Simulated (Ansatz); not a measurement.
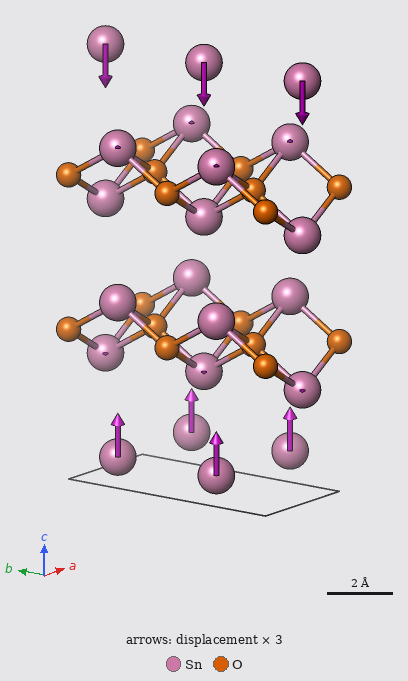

A relaxation of a slab of composition Sn3O2 (cut from the P4/nmm phase). The starting structure is drawn; purple arrows show the displacements, magnified 3 times.

Style: ball-and-stick. Shown: the 1 × 2 repeat of the cell, outlined in the plane, without the vacuum, from a free direction.

Case: (0 0 1) slab, atoms relaxed. The slab is the (0 0 1) face of SnO.

Level of theory: Ansatz 0.2.0, DFT r2SCAN, scalar-relativistic, plane waves, PAW.

Input file:
```yaml
crystal:
  lattice:
    - [3.808025641, 0.0, 0.0]
    - [0.0, 3.808025641, 0.0]
    - [0.0, 0.0, 27.5083584798]
  atoms:
    - { symbol: Sn, position: [0.0, 0.5, 0.2726444039] }
    - { symbol: Sn, position: [0.5, 0.0, 0.3686187188] }
    - { symbol: O, position: [0.0, 0.0, 0.4103157807] }
    - { symbol: O, position: [0.5, 0.5, 0.4103157807] }
    - { symbol: Sn, position: [0.0, 0.5, 0.4520128426] }
    - { symbol: Sn, position: [0.5, 0.0, 0.5479871574] }
    - { symbol: O, position: [0.0, 0.0, 0.5896842193] }
    - { symbol: O, position: [0.5, 0.5, 0.5896842193] }
    - { symbol: Sn, position: [0.0, 0.5, 0.6313812812] }
    - { symbol: Sn, position: [0.5, 0.0, 0.7273555961] }
basis:
  ecutwfc: 500
kpoints:
  mp_grid: { grid: [9, 9, 1] }
hamiltonian:
  xc: r2scan
scf:
  occupations: { method: gaussian, width: 0.05 }
output:
  forces: true
  eigenvalues: true
  write_density: true
  write_potential: true
  elf: true
  volumetric_format: npy
relax:
  adjacent_minimum: "off"
  f_tol: 0.02
  max_steps: 60
efield:
  axis: 3
  dipole_correction: true
  ramp_width: 0.04
```

Launched with:
```bash
ansatz run input.yaml --threads 1 --pin off --max-ram 2560MiB --backend cpu --events-out ev --progress --plain --runs-dir out
```

Which element moves most?

Answer. Tin: up to 0.47 Å, against 0.00 Å for oxygen.

What happened in the run?

Answer. The largest moves relative to the layer's centre, 0.47 Å, are those of Sn1 and Sn10. Sn1 goes along the normal (+c). O stays in place. The lattice vectors keep their values. Among the contacts that change: O7–Sn9 2.223 → 2.241 Å. The energy falls by 0.329 eV per cell of the calculation in 5 accepted moves (6 points after the start). The largest force component goes from 0.77 to 0.012 eV/Å. 1 step only repeated the SCF at the same geometry. The run took 14 min on 1 thread of AMD EPYC 7R43 64-Core Processor (Zen 3) (shared host), peak memory 1.6 GiB.
